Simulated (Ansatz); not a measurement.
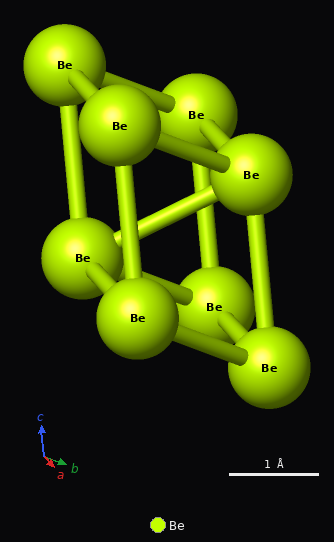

The structure (ball-and-stick view of the cell of the calculation, seen slightly off an axis). Near neighbours in the crystal (not all of them lie inside the picture): Be has 8 Be at 2.20 Å.

# Band-structure calculation, with input and output: Be

- system: Be (1 atom in the cell)
- method: DFT, PBEsol, all-electron LAPW, scalar-relativistic, no spin polarisation (Ansatz 0.2.0)

The structure derives from a Materials Project entry. It belongs to a series of runs on one base structure; here: equal xx and yy strain of +2 %.

## The input
```yaml
crystal:
  lattice:
    - [-1.2781833703, 1.2781833703, 1.2531209513]
    - [1.2781833703, -1.2781833703, 1.2531209513]
    - [1.2781833703, 1.2781833703, -1.2531209513]
  atoms:
    - { symbol: Be, position: [0.0, 0.0, 0.0] }
kpoints:
  mp_grid: { grid: [23, 23, 23] }
  band_path:
    path:
      - [0.0, 0.0, 0.0]
      - [0.0, 0.0, 0.5]
      - [-0.5, 0.5, 0.5]
      - [0.0, 0.0, 0.0]
      - [0.4902921953, 0.4902921953, -0.4902921953]
      - [-0.4902921953, 0.5097078047, 0.4902921953]
      - [-0.5, 0.5, 0.5]
      - [0.0, 0.0, 0.5]
      - [0.25, 0.25, 0.25]
    npoints: 5
scf:
  occupations: { method: fermi_dirac, width: 0.03 }
hamiltonian:
  xc: pbesol
  pseudopotentials: { kind: all_electron, lapw: { basis_error: 0.00025 } }
output:
  forces: true
  stress: true
  eigenvalues: true
```

Launched with:
```bash
ansatz run input.yaml --threads 1 --pin off --max-ram 3072MiB --backend cpu --events-out ev --progress --plain --runs-dir out
```

## What the program printed
```
LAPW: plane waves up to 7.031 Å⁻¹, error target 2.5e-4 eV per atom; small_component_spin mean_spin; Be in spheres of 1.100 Å, 4 of its electrons in bands, Dirac shells [] (how accurate: hamiltonian.pseudopotentials.lapw.basis_error, Limitations)
Engine: ansatz 0.2.0, aarch64-unknown-linux-gnu
Pseudopotentials: kind: all_electron
Pseudopotential: Be, LAPW, valence charge 4, lapw/all_electron/scalar/gaussian/Be, Koelling and Harmon's equation, gaussian nucleus
Functional definition: PBEsol
  exchange = pbesol_x
  correlation = pbesol_c
Crystal: 1 atoms, lattice volume = 8.189 Å³
Basis set: ecut = 188.37305529507606 eV, 55 PW (Γ), exchange–correlation at level 2
Bands: 6, of which v1, the nominal top of the filled ones, is band 2 counted from 1 (1 counted from 0)
Symmetry: 16 space group operations
Space group: I4/mmm (ITA 139), of the structure as read, at distance tolerance 2.0e-5 Å
k-points: 936 of 12167
Non-local potential: Be, projectors of the file, none
Initial density: superposition of atomic densities (chi_scale 0.1, normalization cell)
Initial wavefunctions: plane waves of lowest kinetic energy (no species holds an atomic orbital)
Functional: x = pbesol(κ = 0.804, μ = 0.12345679012345678), c = pbesol(β = 0.046)
iter 1 solved again at ethr=1.22e-5 eV; its pass at ethr=1.00e-1 eV (dr2=4.90e-4 eV) is discarded
SCF iter   1: F=—  HF=-399.400852 eV  |F-HF|=—  |Δ(HF+E_count)|=         —  Δρ=3.58e-3  dr2=4.93e-4  ethr=1.22e-5  ⟨swp⟩=3.9  Hψ=52340  notcnv=0
preconditioner: auto → none  [metal: Δε(μ)=0.046 eV  Ē_g=18.428 eV  σ=0.030 eV  W_gap=0.37  n_scr=0 (ndim 8)  ℏωp=18.4 eV  f_vac=0.000  D(μ)=0.18/eV (n_scr^D=0)]
SCF iter   2: F=—  HF=-399.396400 eV  |F-HF|=—  |Δ(HF+E_count)|=   4.45e-3  Δρ=1.72e-3  dr2=1.13e-4  ethr=1.22e-5  ⟨swp⟩=2.0  Hψ=15726  notcnv=0
iter 3 solved again at ethr=1.54e-8 eV; its pass at ethr=2.83e-6 eV (dr2=6.15e-7 eV) is discarded
SCF iter   3: F=—  HF=-399.395660 eV  |F-HF|=—  |Δ(HF+E_count)|=   7.40e-4  Δρ=1.28e-4  dr2=6.14e-7  ethr=1.54e-8  ⟨swp⟩=2.0  Hψ=26985  notcnv=0
SCF iter   4: F=-399.395663 eV  HF=-399.395663 eV  |F-HF|=6.18e-9  |Δ(HF+E_count)|=   3.46e-6  Δρ=7.17e-6  dr2=1.97e-9  ethr=1.53e-8  ⟨swp⟩=2.0  Hψ=15728  notcnv=0
SCF 1 converged in 4 iterations: F = -399.395663 eV  dr2 = 1.97e-9
```

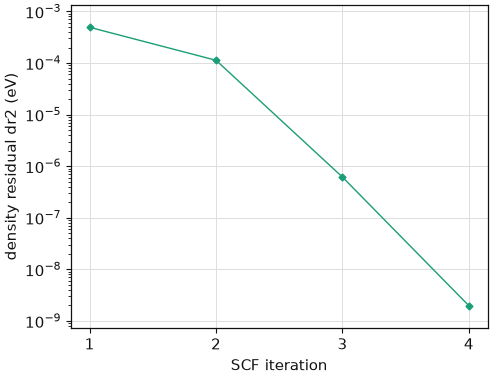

Convergence of the self-consistent field: density residual dr2 against the SCF iteration. The residual falls at every step.

```
NSCF: frozen V_eff on 41 k-points
SCF converged after 4 iterations
Free energy (F): -399.395663 eV
Harris-Foulkes:  -399.395663 eV  (|F-HF|=6.18e-9)
Internal energy: -399.395150 eV  (E = F + TS)
E sigma→0 (E₀):  -399.395406 eV
Entropy (-TS):   -0.000513 eV (-0.513 meV/atom)
Fermi energy:    9.092666 eV
--- Per-component energies (eV) ---
  E_band       = -175.447024
  E_kinetic    = 395.612205
  E_xc         = -76.544278
  E_electrostatic = -718.463077  (all electrons and nuclei)
  E_smearing   = -0.000513  (= −TS)
  E_closure    = 0.000000  (closes the sum)
  E_atoms      = -395.522351  (free atoms, spherical and without spin; not in F)
  Σ components = -399.395663   (vs F -399.395663, Δ=0.00e0)
  Basis errors (estimates in eV, not in F): energy 1.8e-4 per atom: plane waves 1.7e-4 (9.4e-5 summed), levels above the bands 1.8e-255, relativity 6.6e-10, radial functions 2.7e-6, core shells 0.0e0; eigenvalues (radial functions only) 4.2e-5; not estimated: angular momenta, meshes, grids; target (lapw.basis_error) 2.5e-4; muffin-tin radii Be 1.100 Å
--- Forces (eV/Å), atoms counted from 1 ---
  atom   1  Be     0.00000000     0.00000000    -0.00000000
  max |Σ_I F_I| component: 1.05e-31 eV/Å
--- Stress (GPa, compression-positive) ---
       -6.412535       0.000000       0.000000
        0.000000      -6.412535       0.000000
        0.000000       0.000000      -6.401550
  P = ⅓ Tr σ = -6.4089 GPa (-64.089 kbar)
--- Band table (eV; the first three rows and the last of 936) ---
  k-point 0: bands = ["-91.0989", "-2.8813", "27.7656", "27.7656", "27.9409", "38.4443"]
  k-point 1: bands = ["-91.0984", "-2.8171", "27.4108", "27.6903", "27.7084", "37.8174"]
  k-point 2: bands = ["-91.0972", "-2.6243", "26.3500", "27.0329", "27.5354", "36.3014"]
  k-point 935: bands = ["-91.0589", "12.2904", "12.7246", "13.4831", "18.7417", "19.1763"]
```

## File bands.tsv
```
# k_distance	band_0	band_1	band_2	band_3	band_4	band_5
# fermi_ev = 9.092666
# lock_threshold_ev = 1e-6
# [0, 0, 0] at k_distance = 0.000000
# [0, 0, 0.5] at k_distance = 1.737968
# [-0.5, 0.5, 0.5] at k_distance = 3.475935
# [0, 0, 0] at k_distance = 5.933793
# [0.4902921953, 0.4902921953, -0.4902921953] at k_distance = 8.392133
# [-0.4902921953, 0.5097078047, 0.4902921953] at k_distance = 11.834159
# [-0.5, 0.5, 0.5] at k_distance = 11.882834
# [0, 0, 0.5] at k_distance = 13.620802
# [0.25, 0.25, 0.25] at k_distance = 14.874309
# levels_relative_to = fermi_ev
# free_energy_ev = -399.395663
# largest_residual_norms_ev = 1.983e-3 1.775e-3 1.974e-3 3.384e-3 1.574e-3 2.044e-3
0.000000	-100.191562	-11.974010	18.672903	18.672903	18.848212	29.351680
0.347594	-100.189332	-11.634005	16.810702	17.692493	18.368969	26.798421
0.695187	-100.183538	-10.614320	12.150000	15.572415	17.526624	24.443051
1.042781	-100.176372	-8.931784	6.963410	13.734813	16.489597	22.192277
1.390374	-100.170572	-6.726364	2.466887	12.559763	15.696473	20.831981
1.737968	-100.168352	-5.159630	0.115331	12.159496	15.406746	20.377545
2.085561	-100.166733	-4.718829	0.264265	10.582350	15.516384	22.843519
2.433155	-100.162483	-3.404915	0.751443	8.069244	15.549249	20.303482
2.780748	-100.157235	-1.257518	1.641831	6.039648	14.095932	17.813223
3.128342	-100.152979	1.545867	2.843998	4.776405	11.264051	12.330908
3.475935	-100.151361	3.591231	3.591231	4.350079	9.390345	9.839392
3.967507	-100.154657	-0.811695	4.449497	5.202190	10.629999	14.839164
4.459079	-100.163839	-5.718780	6.989406	7.718756	13.359526	16.312354
4.950650	-100.176254	-9.223725	11.047365	11.711753	16.539573	18.135180
5.442222	-100.187164	-11.292136	15.928557	16.391946	17.799873	24.464272
5.933793	-100.191562	-11.974010	18.672903	18.672903	18.848212	29.351680
6.425461	-100.187186	-11.292450	16.277806	16.277806	17.826244	24.830042
6.917129	-100.176344	-9.226057	11.490335	11.490335	16.442658	18.218923
7.408797	-100.164077	-5.724701	7.322491	7.322491	13.441188	15.888732
7.900465	-100.154995	-0.797022	4.626199	4.626199	10.500939	15.073684
8.392133	-100.151391	3.599660	3.599660	4.256124	9.399358	9.943877
9.080538	-100.157360	-1.171963	1.824639	5.432161	13.629290	17.863725
9.768943	-100.166368	-4.576012	0.505635	10.088705	14.871256	22.170252
10.457348	-100.166368	-4.576012	0.505635	10.088705	14.871256	22.170252
11.145754	-100.157360	-1.171963	1.824639	5.432161	13.629290	17.863725
11.834159	-100.151391	3.599660	3.599660	4.256124	9.399358	9.943877
11.843894	-100.151380	3.596626	3.596626	4.289532	9.396113	9.906689
11.853629	-100.151372	3.594266	3.594266	4.315835	9.393590	9.877437
11.863364	-100.151366	3.592580	3.592580	4.334799	9.391787	9.856363
11.873099	-100.151363	3.591568	3.591568	4.346250	9.390706	9.843644
11.882834	-100.151361	3.591231	3.591231	4.350079	9.390345	9.839392
12.230428	-100.152979	1.545867	2.843998	4.776405	11.264051	12.330908
12.578021	-100.157235	-1.257518	1.641831	6.039648	14.095932	17.813223
12.925615	-100.162483	-3.404915	0.751443	8.069244	15.549249	20.303482
13.273208	-100.166733	-4.718829	0.264265	10.582350	15.516384	22.843519
13.620802	-100.168352	-5.159630	0.115331	12.159496	15.406746	20.377545
13.871503	-100.168162	-4.925896	0.148205	11.704854	13.029151	22.959616
14.122205	-100.167680	-4.225207	0.237983	9.484287	10.682809	26.929896
14.372906	-100.167072	-3.059081	0.357521	6.146028	9.632593	30.428336
14.623608	-100.166582	-1.430646	0.462583	3.186846	8.890237	33.111095
14.874309	-100.166395	0.505011	0.654652	0.654652	8.624748	35.287271
```

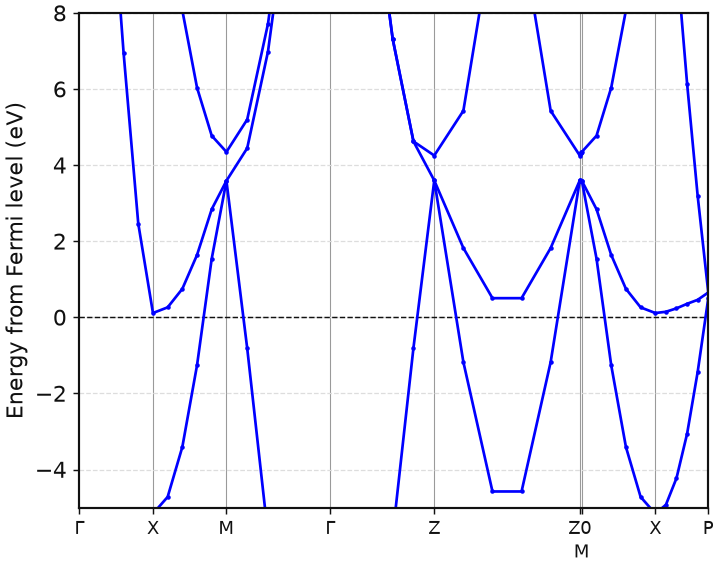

Band structure along Γ–X–M–Γ–Z–Z0–M–X–P, with energies from the Fermi level. Bands cross the Fermi level: a metal at this level of theory.

## Key numbers

- outcome: converged
- space group (tolerance 0.01 Å): I4/mmm (139)
- electrons in bands (core shells apart): 4
- free energy: −399.3957 eV
- Fermi energy: 9.093 eV
- pressure: −6.41 GPa
- electronic character: metal
- largest force (length of the vector): under 0.001 eV/Å
- hardware: 1 thread of Arm Neoverse V1, 24 GiB of memory available, shared host
- wall time: 16 s
- peak memory: 0.35 GiB

## Notes

The cell is under a tension of 6.4 GPa at this level, so it is not at its equilibrium volume.
